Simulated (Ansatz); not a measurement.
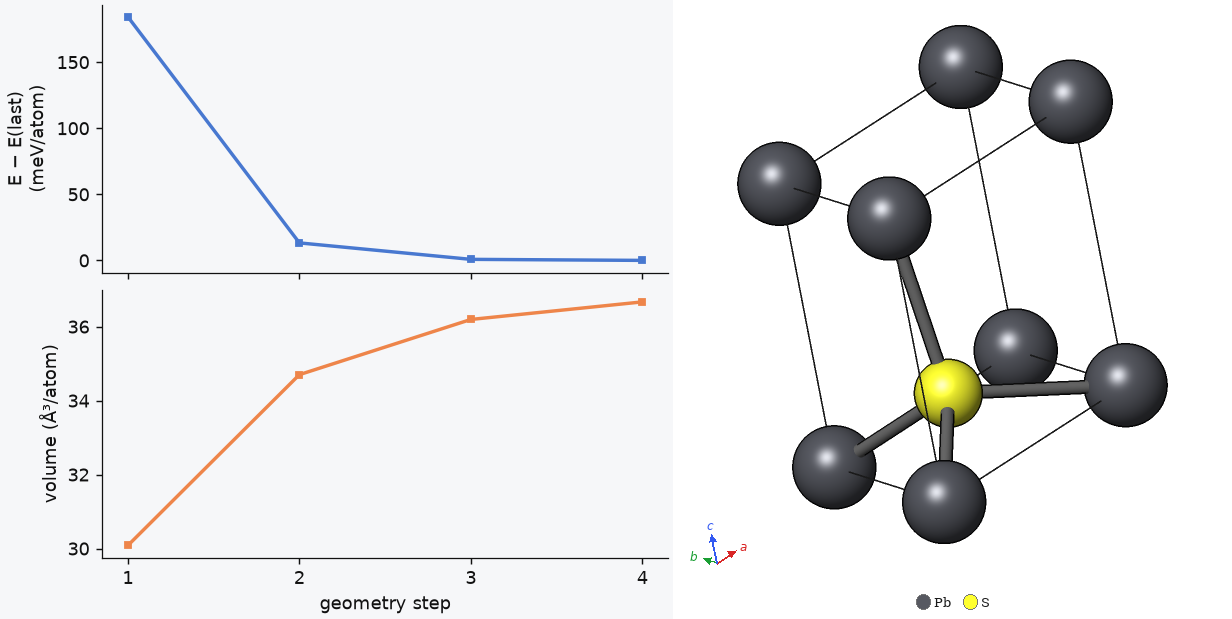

Beside the plot: the structure at the start.

History of a geometry optimisation. The run: PbS (F-43m, 2 atoms in the cell), by DFT, PBE, PAW with Ansatz's default frozen-core files, scalar-relativistic (Ansatz); cutoff 420 eV, 11×11×11 k-mesh, Fermi–Dirac smearing of 0.03 eV. Atoms and cell relax. A closing SCF on a freshly chosen basis isn't drawn.

The optimisation met its thresholds at geometry 4, counting the start as the first. The energy fell by about 180 meV/atom from the first step to the last. All forces vanish by symmetry, so only the cell moves. The volume grows from 30.1 to 36.7 Å³ per atom (+22 %).
